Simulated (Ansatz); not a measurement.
# Run report: Si$_{8}$O$_{15}$, geometry relaxation (part 1 of 2)

System: Si$_{8}$O$_{15}$ (defect cell, 23 atoms in the cell).
Method: DFT PBE-D3(BJ), scalar-relativistic, plane waves, PAW, PAW set soft_1, no spin polarisation (Ansatz 0.2.0).

The structure derives from an entry of the Crystallography Open Database. It belongs to a series of runs on one base structure; here: end point B relaxed. Figures and captions count atoms from 1; the log counts them from 0 in places.

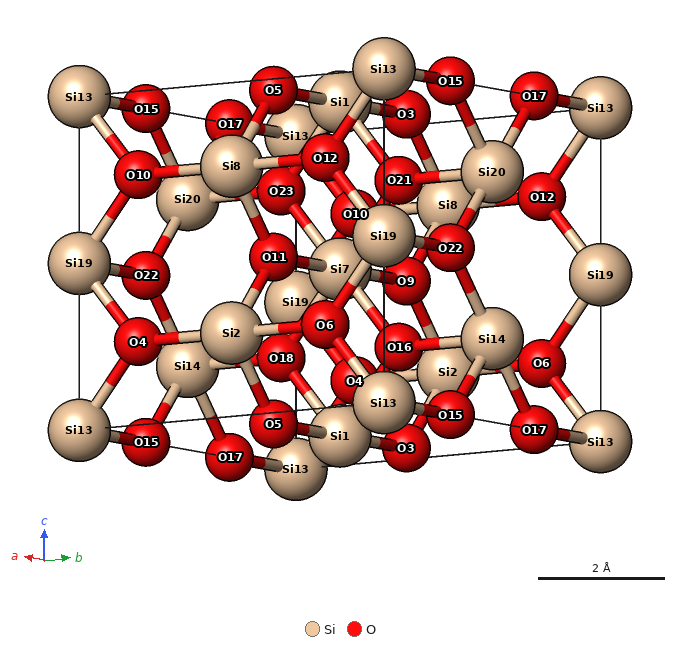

Fig. 1: The input geometry (ball-and-stick view of the cell of the calculation, seen at an oblique angle; atoms are numbered from 1 in the order of the input). An atom can appear more than once, as a periodic image. Near neighbours in the periodic cell (some may lie outside the picture): Si has 6 O at 1.77 to 1.83 Å; O has 3 Si at 1.77 to 1.83 Å; Si has 5 O at 1.77 to 1.83 Å.

Input
```yaml
crystal:
  lattice:
    - [-4.2244, -4.2244, 0.0]
    - [4.2244, -4.2244, 0.0]
    - [0.0, 0.0, 5.3792]
  atoms:
    - { symbol: Si, position: [0.5, 0.5, 0.0] }
    - { symbol: Si, position: [0.0, 0.5, 0.25] }
    - { symbol: O, position: [0.1931, 0.5, 0.0] }
    - { symbol: O, position: [0.0, 0.1931, 0.25] }
    - { symbol: O, position: [0.8069, 0.5, 0.0] }
    - { symbol: O, position: [0.0, 0.8069, 0.25] }
    - { symbol: Si, position: [0.5, 0.5, 0.5] }
    - { symbol: Si, position: [0.0, 0.5, 0.75] }
    - { symbol: O, position: [0.1931, 0.5, 0.5] }
    - { symbol: O, position: [0.0, 0.1931, 0.75] }
    - { symbol: O, position: [0.8069, 0.5, 0.5] }
    - { symbol: O, position: [0.0, 0.8069, 0.75] }
    - { symbol: Si, position: [0.0, 0.0, 0.0] }
    - { symbol: Si, position: [0.5, 0.0, 0.25] }
    - { symbol: O, position: [0.6931, 0.0, 0.0] }
    - { symbol: O, position: [0.5, 0.6931, 0.25] }
    - { symbol: O, position: [0.3069, 0.0, 0.0] }
    - { symbol: O, position: [0.5, 0.3069, 0.25] }
    - { symbol: Si, position: [0.0, 0.0, 0.5] }
    - { symbol: Si, position: [0.5, 0.0, 0.75] }
    - { symbol: O, position: [0.5, 0.6931, 0.75] }
    - { symbol: O, position: [0.6931, 0.0, 0.5] }
    - { symbol: O, position: [0.5, 0.3069, 0.75] }
basis:
  ecutwfc: 420.0
kpoints:
  mp_grid: { grid: [2, 2, 2] }
hamiltonian:
  xc: pbe
  dispersion: d3bj
  pseudopotentials: { kind: paw, azcp: { folder: soft_1 } }
scf:
  occupations: { method: fermi_dirac, width: 0.05 }
  lower_state_search: "off"
relax:
  f_tol: 0.03
  max_steps: 60
  adjacent_minimum: "off"
output:
  write_density: true
  write_potential: true
  elf: true
  volumetric_format: npy
```

Machine: 1 thread of Arm Neoverse V2, 24 GiB of memory available, shared host.

Run as:
```bash
ansatz run input.yaml --threads 1 --pin off --max-ram 3072MiB --backend cpu --events-out ev --progress --plain --runs-dir out
```

The program's output
```
Engine: ansatz 0.2.0, aarch64-unknown-linux-gnu
Pseudopotentials: kind: paw
Pseudopotential: Si, paw, valence charge 4, recommended cutoff 420 eV (normal), [file]
Pseudopotential: O, paw, valence charge 6, recommended cutoff 420 eV (normal), [file]
Functional definition: PBE
  parameter kappa = 0.804
  parameter beta = 0.06672455060314922
  exchange = pbe_x(kappa = kappa, mu = beta*pi^2/3)
  correlation = pbe_c(beta = beta)
Crystal: 23 atoms, lattice volume = 191.990 Å³
Basis set: ecut = 420 eV, 3713 PW (Γ), exchange–correlation on 80×80×72 points (8 copies of the dense FFT grid, shifted against one another)
Bands: 84, of which v1, the nominal top of the filled ones, is band 61 counted from 1 (60 counted from 0)
Symmetry: 4 space group operations
Space group: Pmm2 (ITA 25), of the structure as read, at distance tolerance 5.8e-5 Å
k-points: 8
Non-local potential: Si, projectors of the file, l = 0: 2, l = 1: 2, l = 2: 1
Non-local potential: O, projectors of the file, l = 0: 2, l = 1: 2, l = 2: 1
PAW form: soft (Blöchl's): semilocal exchange-correlation on the pseudo side does not see the compensation charge
PAW one-centre angular grid: Si, 110 points (default); XC on 64 Gauss nodes
PAW one-centre angular grid: O, 110 points (default); XC on 64 Gauss nodes
Initial density: superposition of atomic densities (chi_scale 0.1, normalization cell, long waves kept (reshape's long-wave potential 0.14 eV rms))
Initial wavefunctions: pseudopotential atomic-orbital guess
Functional: x = pbe(κ = 0.804, μ = 0.2195149727645171), c = pbe(β = 0.06672455060314922)
SCF iter   1: F=—  HF=-13629.581024 eV  |F-HF|=—  |Δ(HF+E_count)|=         —  Δρ=1.36e-1  dr2=2.92e1  ethr=3.10e-3  ⟨swp⟩=6.6  Hψ=3096  notcnv=0  defer=70
preconditioner: auto → Resta (q_TF=auto, 2.530 Å⁻¹)  ε∞=3.5  [insulator: Δε(μ)=2.791 eV  Ē_g=18.659 eV  σ=0.050 eV  W_gap=1.00  n_scr=48 (ndim 8)  ℏωp=29.6 eV  f_vac=0.000  D(μ)=0.00/eV (n_scr^D=0)  ε∞_Penn≈3.5]
SCF iter   2: F=—  HF=-13622.014592 eV  |F-HF|=—  |Δ(HF+E_count)|=    7.57e0  Δρ=4.50e-2  dr2=1.80e0  ethr=3.10e-3  ⟨swp⟩=3.2  Hψ=1374  notcnv=0  defer=130
SCF iter   3: F=—  HF=-13622.003868 eV  |F-HF|=—  |Δ(HF+E_count)|=   1.07e-2  Δρ=2.25e-2  dr2=4.51e-1  ethr=1.48e-3  ⟨swp⟩=2.0  Hψ=825  notcnv=0  defer=135
SCF iter   4: F=—  HF=-13622.062030 eV  |F-HF|=—  |Δ(HF+E_count)|=   5.82e-2  Δρ=1.92e-3  dr2=4.86e-3  ethr=3.70e-4  ⟨swp⟩=4.0  Hψ=1105  notcnv=0  defer=135
SCF iter   5: F=—  HF=-13622.064545 eV  |F-HF|=—  |Δ(HF+E_count)|=   2.51e-3  Δρ=1.21e-3  dr2=1.96e-3  ethr=3.98e-6  ⟨swp⟩=2.4  Hψ=1262  notcnv=0  defer=131
SCF iter   6: F=—  HF=-13622.064378 eV  |F-HF|=—  |Δ(HF+E_count)|=   1.66e-4  Δρ=1.91e-4  dr2=6.04e-5  ethr=1.61e-6  ⟨swp⟩=2.0  Hψ=979  notcnv=0  defer=131
SCF iter   7: F=-13622.064403 eV  HF=-13622.064403 eV  |F-HF|=5.24e-8  |Δ(HF+E_count)|=   2.48e-5  Δρ=4.95e-5  dr2=3.26e-6  ethr=1.84e-8  ⟨swp⟩=10.9  Hψ=5665  notcnv=0
SCF 1 converged in 7 iterations: F = -13622.064403 eV  dr2 = 3.26e-6
  greatest PAW one-centre occupation: 0.862 electrons in one spin orbital (limit 2), on the O atom at site 21 (counted from 0), in its partial waves of l = 0
relax step   1: F+E_penalty+E_count = -13622.06440316 eV  Δ(F+E_penalty+E_count) = +0.000e0 eV  max|allowed force component| = 1.339e0 eV/Å  Δτ_max = 0.0000 Å  (7 SCF iters, dr2 threshold 2.25e-5 eV, accepted)
Initial density: handed on by an earlier stage of this run
Initial wavefunctions: those handed on with the density
iter 1 solved again at ethr=7.19e-6 eV; its pass at ethr=3.10e-3 eV (dr2=8.77e-3 eV) is discarded
SCF iter   1: F=—  HF=-13622.140111 eV  |F-HF|=—  |Δ(HF+E_count)|=         —  Δρ=2.64e-3  dr2=8.81e-3  ethr=7.19e-6  ⟨swp⟩=2.0  Hψ=2247  notcnv=0  defer=131
preconditioner: auto → Resta (q_TF=auto, 2.530 Å⁻¹)  ε∞=3.8  [insulator: Δε(μ)=2.691 eV  Ē_g=17.844 eV  σ=0.050 eV  W_gap=1.00  n_scr=48 (ndim 8)  ℏωp=29.6 eV  f_vac=0.000  D(μ)=0.00/eV (n_scr^D=0)  ε∞_Penn≈3.8]
SCF iter   2: F=—  HF=-13622.138452 eV  |F-HF|=—  |Δ(HF+E_count)|=   1.66e-3  Δρ=1.38e-3  dr2=2.49e-3  ethr=7.19e-6  ⟨swp⟩=2.4  Hψ=960  notcnv=0  defer=131
SCF iter   3: F=—  HF=-13622.137996 eV  |F-HF|=—  |Δ(HF+E_count)|=   4.56e-4  Δρ=4.57e-4  dr2=2.90e-4  ethr=2.04e-6  ⟨swp⟩=2.0  Hψ=940  notcnv=0  defer=131
SCF iter   4: F=-13622.137936 eV  HF=-13622.137940 eV  |F-HF|=4.05e-6  |Δ(HF+E_count)|=   5.61e-5  Δρ=9.72e-5  dr2=1.84e-5  ethr=8.20e-8  ⟨swp⟩=9.5  Hψ=5334  notcnv=0
SCF 2 converged in 4 iterations: F = -13622.137936 eV  dr2 = 1.84e-5
relax step   2: F+E_penalty+E_count = -13622.13793579 eV  Δ(F+E_penalty+E_count) = -7.353e-2 eV  max|allowed force component| = 7.643e-1 eV/Å  Δτ_max = 0.0226 Å  (4 SCF iters, dr2 threshold 1.00e-4 eV, accepted)
SCF iter   1: F=—  HF=-13622.181218 eV  |F-HF|=—  |Δ(HF+E_count)|=         —  Δρ=3.46e-3  dr2=1.64e-2  ethr=9.32e-5  ⟨swp⟩=5.0  Hψ=1631  notcnv=0  defer=134
preconditioner: auto → Resta (q_TF=auto, 2.530 Å⁻¹)  ε∞=3.8  [insulator: Δε(μ)=2.863 eV  Ē_g=17.799 eV  σ=0.050 eV  W_gap=1.00  n_scr=48 (ndim 8)  ℏωp=29.6 eV  f_vac=0.000  D(μ)=0.00/eV (n_scr^D=0)  ε∞_Penn≈3.8]
SCF iter   2: F=—  HF=-13622.177873 eV  |F-HF|=—  |Δ(HF+E_count)|=   3.35e-3  Δρ=1.74e-3  dr2=4.16e-3  ethr=1.35e-5  ⟨swp⟩=1.0  Hψ=776  notcnv=0  defer=134
SCF iter   3: F=—  HF=-13622.177088 eV  |F-HF|=—  |Δ(HF+E_count)|=   7.85e-4  Δρ=6.16e-4  dr2=5.01e-4  ethr=3.41e-6  ⟨swp⟩=2.0  Hψ=932  notcnv=0  defer=134
SCF iter   4: F=—  HF=-13622.177005 eV  |F-HF|=—  |Δ(HF+E_count)|=   8.27e-5  Δρ=1.39e-4  dr2=3.45e-5  ethr=2.99e-8  ⟨swp⟩=9.9  Hψ=5346  notcnv=0
SCF iter   5: F=-13622.177009 eV  HF=-13622.177009 eV  |F-HF|=7.83e-7  |Δ(HF+E_count)|=   4.01e-6  Δρ=3.73e-5  dr2=2.06e-6  ethr=2.83e-8  ⟨swp⟩=10.8  Hψ=5560  notcnv=0
SCF 3 converged in 5 iterations: F = -13622.177009 eV  dr2 = 2.06e-6
relax step   3: F+E_penalty+E_count = -13622.17700855 eV  Δ(F+E_penalty+E_count) = -3.907e-2 eV  max|allowed force component| = 2.222e-1 eV/Å  Δτ_max = 0.0269 Å  (5 SCF iters, dr2 threshold 3.65e-5 eV, accepted)
SCF iter   1: F=—  HF=-13622.189060 eV  |F-HF|=—  |Δ(HF+E_count)|=         —  Δρ=2.32e-3  dr2=8.43e-3  ethr=7.31e-5  ⟨swp⟩=4.5  Hψ=1540  notcnv=0  defer=134
preconditioner: auto → Resta (q_TF=auto, 2.530 Å⁻¹)  ε∞=3.8  [insulator: Δε(μ)=2.840 eV  Ē_g=17.803 eV  σ=0.050 eV  W_gap=1.00  n_scr=48 (ndim 8)  ℏωp=29.6 eV  f_vac=0.000  D(μ)=0.00/eV (n_scr^D=0)  ε∞_Penn≈3.8]
SCF iter   2: F=—  HF=-13622.187277 eV  |F-HF|=—  |Δ(HF+E_count)|=   1.78e-3  Δρ=1.09e-3  dr2=1.71e-3  ethr=6.91e-6  ⟨swp⟩=1.9  Hψ=904  notcnv=0  defer=134
SCF iter   3: F=—  HF=-13622.186987 eV  |F-HF|=—  |Δ(HF+E_count)|=   2.90e-4  Δρ=4.30e-4  dr2=2.38e-4  ethr=1.40e-6  ⟨swp⟩=2.0  Hψ=974  notcnv=0  defer=134
SCF iter   4: F=—  HF=-13622.186945 eV  |F-HF|=—  |Δ(HF+E_count)|=   4.21e-5  Δρ=7.98e-5  dr2=8.89e-6  ethr=1.95e-7  ⟨swp⟩=2.0  Hψ=981  notcnv=0  defer=134
SCF iter   5: F=-13622.186945 eV  HF=-13622.186946 eV  |F-HF|=5.85e-7  |Δ(HF+E_count)|=   1.25e-6  Δρ=2.61e-5  dr2=1.06e-6  ethr=3.42e-9  ⟨swp⟩=10.0  Hψ=4532  notcnv=0
SCF 4 converged in 5 iterations: F = -13622.186945 eV  dr2 = 1.06e-6
relax step   4: F+E_penalty+E_count = -13622.18694544 eV  Δ(F+E_penalty+E_count) = -9.937e-3 eV  max|allowed force component| = 4.488e-2 eV/Å  Δτ_max = 0.0387 Å  (5 SCF iters, dr2 threshold 4.17e-6 eV, accepted)
SCF iter   1: F=—  HF=-13622.188649 eV  |F-HF|=—  |Δ(HF+E_count)|=         —  Δρ=1.84e-3  dr2=3.66e-3  ethr=6.74e-5  ⟨swp⟩=4.6  Hψ=1551  notcnv=0  defer=126
preconditioner: auto → Resta (q_TF=auto, 2.530 Å⁻¹)  ε∞=3.8  [insulator: Δε(μ)=2.850 eV  Ē_g=17.804 eV  σ=0.050 eV  W_gap=1.00  n_scr=48 (ndim 8)  ℏωp=29.6 eV  f_vac=0.000  D(μ)=0.00/eV (n_scr^D=0)  ε∞_Penn≈3.8]
SCF iter   2: F=—  HF=-13622.188062 eV  |F-HF|=—  |Δ(HF+E_count)|=   5.87e-4  Δρ=9.60e-4  dr2=9.45e-4  ethr=3.00e-6  ⟨swp⟩=2.4  Hψ=1108  notcnv=0  defer=126
SCF iter   3: F=—  HF=-13622.187973 eV  |F-HF|=—  |Δ(HF+E_count)|=   8.94e-5  Δρ=2.70e-4  dr2=9.23e-5  ethr=7.75e-7  ⟨swp⟩=2.0  Hψ=970  notcnv=0  defer=126
SCF iter   4: F=—  HF=-13622.187933 eV  |F-HF|=—  |Δ(HF+E_count)|=   3.94e-5  Δρ=6.66e-5  dr2=5.00e-6  ethr=7.56e-8  ⟨swp⟩=2.0  Hψ=1013  notcnv=0  defer=126
SCF iter   5: F=—  HF=-13622.187934 eV  |F-HF|=—  |Δ(HF+E_count)|=   5.21e-7  Δρ=1.25e-5  dr2=2.47e-7  ethr=4.10e-9  ⟨swp⟩=2.0  Hψ=958  notcnv=0  defer=126
SCF iter   6: F=-13622.187934 eV  HF=-13622.187934 eV  |F-HF|=2.37e-8  |Δ(HF+E_count)|=   2.93e-8  Δρ=6.40e-6  dr2=5.56e-8  ethr=8.20e-11  ⟨swp⟩=9.1  Hψ=4097  notcnv=0
SCF 5 converged in 6 iterations: F = -13622.187934 eV  dr2 = 5.56e-8
relax step   5: F+E_penalty+E_count = -13622.18793401 eV  Δ(F+E_penalty+E_count) = -9.886e-4 eV  max|allowed force component| = 5.118e-2 eV/Å  Δτ_max = 0.0220 Å  (6 SCF iters, accepted)
SCF iter   1: F=—  HF=-13622.189086 eV  |F-HF|=—  |Δ(HF+E_count)|=         —  Δρ=7.52e-4  dr2=6.68e-4  ethr=4.66e-6  ⟨swp⟩=3.8  Hψ=1478  notcnv=0  defer=130
preconditioner: auto → Resta (q_TF=auto, 2.530 Å⁻¹)  ε∞=3.8  [insulator: Δε(μ)=2.839 eV  Ē_g=17.803 eV  σ=0.050 eV  W_gap=1.00  n_scr=48 (ndim 8)  ℏωp=29.6 eV  f_vac=0.000  D(μ)=0.00/eV (n_scr^D=0)  ε∞_Penn≈3.8]
SCF iter   2: F=—  HF=-13622.188974 eV  |F-HF|=—  |Δ(HF+E_count)|=   1.12e-4  Δρ=3.96e-4  dr2=1.77e-4  ethr=5.48e-7  ⟨swp⟩=1.2  Hψ=864  notcnv=0  defer=130
SCF iter   3: F=—  HF=-13622.188946 eV  |F-HF|=—  |Δ(HF+E_count)|=   2.76e-5  Δρ=9.86e-5  dr2=1.32e-5  ethr=1.45e-7  ⟨swp⟩=2.0  Hψ=936  notcnv=0  defer=130
SCF iter   4: F=—  HF=-13622.188952 eV  |F-HF|=—  |Δ(HF+E_count)|=   5.30e-6  Δρ=3.05e-5  dr2=1.06e-6  ethr=1.08e-8  ⟨swp⟩=2.0  Hψ=1030  notcnv=0  defer=130
SCF iter   5: F=-13622.188952 eV  HF=-13622.188952 eV  |F-HF|=3.61e-8  |Δ(HF+E_count)|=   5.44e-8  Δρ=7.94e-6  dr2=8.41e-8  ethr=8.20e-11  ⟨swp⟩=7.2  Hψ=4370  notcnv=0
SCF 6 converged in 5 iterations: F = -13622.188952 eV  dr2 = 8.41e-8
relax step   6: F+E_penalty+E_count = -13622.18895165 eV  Δ(F+E_penalty+E_count) = -1.018e-3 eV  max|allowed force component| = 8.313e-3 eV/Å  Δτ_max = 0.0075 Å  (5 SCF iters, accepted)
```

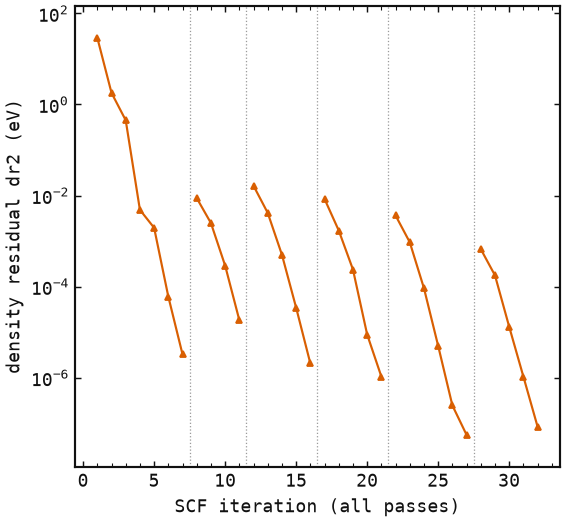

Fig. 2: Convergence of the self-consistent field: density residual dr2 against the SCF iteration. The dotted lines part the SCF passes of the relaxation: geometry steps, rejected trials and re-solves on a re-selected basis. The 6 passes take 4 to 7 iterations each, 32 in all.

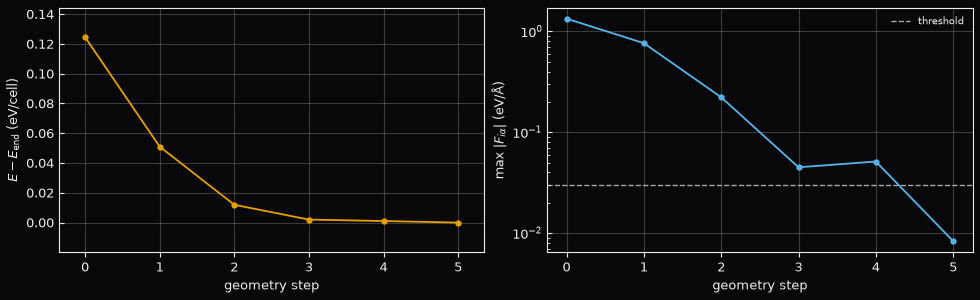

Fig. 3: Progress of the relaxation, step by step (the first geometry is step 0 here and step 1 in the log).

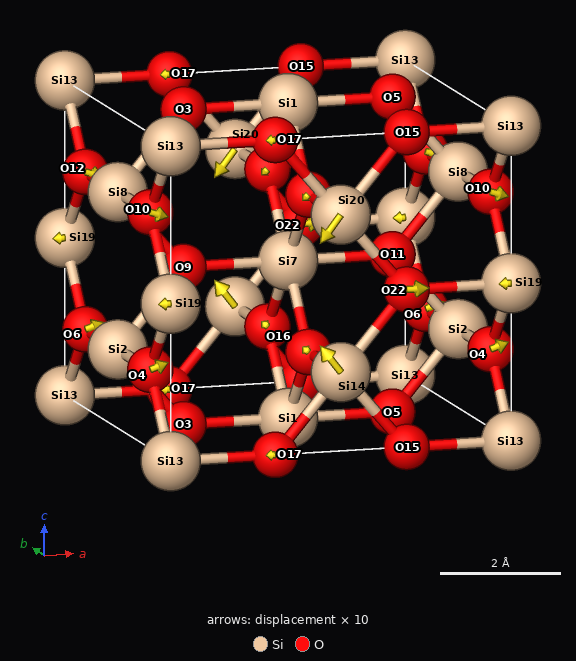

Fig. 4: The starting structure with the displacements as yellow arrows, magnified 10 times (ball-and-stick view of the cell of the calculation, seen slightly off an axis). The largest moves, 0.061 Å, are those of Si14 and Si20. By element the largest moves are Si 0.061 Å, O 0.042 Å. The lattice vectors keep their values. Among the contacts that change: Si19–O22 1.833 → 1.769 Å, O15–Si20 1.772 → 1.829 Å, O17–Si20 1.772 → 1.796 Å, Si14–O22 1.772 → 1.789 Å. Among the angles that change: Si14–O22–Si20 98.8° → 92.9°, O4–Si19–O12 180.0° → 176.3°, Si14–O17–Si20 98.8° → 101.7°. The energy falls by 0.125 eV per cell of the calculation in 5 geometry steps. Largest force component: 1.3 eV/Å at the start, 0.0083 eV/Å at the end. (Atoms are counted from 1 in the order of the input.)

```
NSCF: frozen V_eff on 8 k-points
the band table was solved once a step of the walk had ended and its energy, with any forces and stress, was formed, with the checks that follow a solve (3944 applications of the Hamiltonian). They found nothing against the state; the energy, forces and stress were not computed again (output.eigenvalues in the input reference)
SCF converged after 5 iterations
Free energy (F): -13622.188952 eV
Harris-Foulkes:  -13622.188952 eV  (|F-HF|=3.61e-8)
Internal energy: -13622.188952 eV  (E = F + TS)
E sigma→0 (E₀):  -13622.188952 eV
Fermi energy:    12.477202 eV
--- Per-component energies (eV) ---
  E_band       = 165.132543
  E_kinetic    = 2956.132994
  E_local      = -4923.160600  (includes V_loc(G=0)·N_el)
  E_nonlocal   = 944.168009
  E_hartree    = 1824.025233
  E_xc         = -1543.121763
  E_vxc        = -1779.478652  (∫ρ·V_xc dr)
  E_paw        = -6546.443687  (= ΣΔE_a)
  E_vpaw       = -680.577254  (= ΣTr[D̂ρ^β])
  E_aug_tail   = 0.012079  (compensation charges beyond the density's cutoff)
  E_ewald      = -6328.484113
  E_disp       = -5.317104  (pairwise vdW)
  E_smearing   = -0.000000  (= −TS)
  E_closure    = -0.000000  (closes the sum)
  Σ components = -13622.188952   (vs F -13622.188952, Δ=0.00e0)
--- Forces (eV/Å), atoms counted from 1 ---
  atom   1  Si     0.00204809     0.00204809    -0.00000000
  atom   2  Si    -0.00172552    -0.00172552     0.00094505
  atom   3  O      0.00219402     0.00219402    -0.00000000
  atom   4  O      0.00253272     0.00079645     0.00085240
  atom   5  O      0.00064381     0.00064381    -0.00000000
  atom   6  O      0.00079645     0.00253272     0.00085240
  atom   7  Si     0.00339743     0.00339743    -0.00000000
  atom   8  Si    -0.00172552    -0.00172552    -0.00094505
  atom   9  O      0.00226967     0.00226967    -0.00000000
  atom  10  O      0.00253272     0.00079645    -0.00085240
  atom  11  O      0.00026355     0.00026355    -0.00000000
  atom  12  O      0.00079645     0.00253272    -0.00085240
  atom  13  Si    -0.00831098    -0.00831098     0.00000000
  atom  14  Si     0.00103828     0.00103828     0.00057043
  atom  15  O      0.00149196     0.00149196    -0.00000000
  atom  16  O     -0.00335950    -0.00009943    -0.00027701
  atom  17  O     -0.00072582    -0.00072582     0.00000000
  atom  18  O     -0.00009943    -0.00335950    -0.00027701
  atom  19  Si    -0.00174286    -0.00174286     0.00000000
  atom  20  Si     0.00103828     0.00103828    -0.00057043
  atom  21  O     -0.00335950    -0.00009943     0.00027701
  atom  22  O      0.00015384     0.00015384    -0.00000000
  atom  23  O     -0.00009943    -0.00335950     0.00027701
  max |Σ_I F_I| component: 4.87e-5 eV/Å
--- Band table (eV; the first three rows and the last of 8) ---
  k-point 0: bands = ["-12.5008", "-11.0066", "-10.6035", "-10.1063", "-10.0102", "-9.7991", "-9.5413", "-9.5370", "-9.3357", "-9.2023", "-8.8847", "-8.6580", "-8.5832", "-8.4231", "-8.3612", "-1.0258", "-0.7922", "-0.7467", "0.4389", "0.5534", "1.3923", "1.7572", "1.9026", "2.1141", "2.8598", "3.1438", "3.2914", "3.4010", "3.4957", "3.7303", "3.7651", "4.1486", "4.2153", "4.5632", "4.8127", "5.0789", "5.1116", "5.1557", "5.2847", "5.3267", "5.6037", "6.1790", "6.3872", "6.4509", "6.5347", "6.6295", "6.6645", "6.7881", "6.9944", "7.1347", "7.1590", "7.2375", "7.3838", "7.6700", "7.8232", "8.0680", "8.1214", "8.3922", "8.6292", "9.4609", "9.9596", "14.6918", "15.3450", "15.3474", "16.3091", "16.4707", "17.2501", "17.2747", "17.6930", "17.7961", "18.5212", "18.5817", "19.0734", "19.4259", "20.3708", "20.4235", "20.4566", "20.7736", "21.0966", "21.3094", "21.4524", "21.8019", "22.0806", "22.2176"]
```
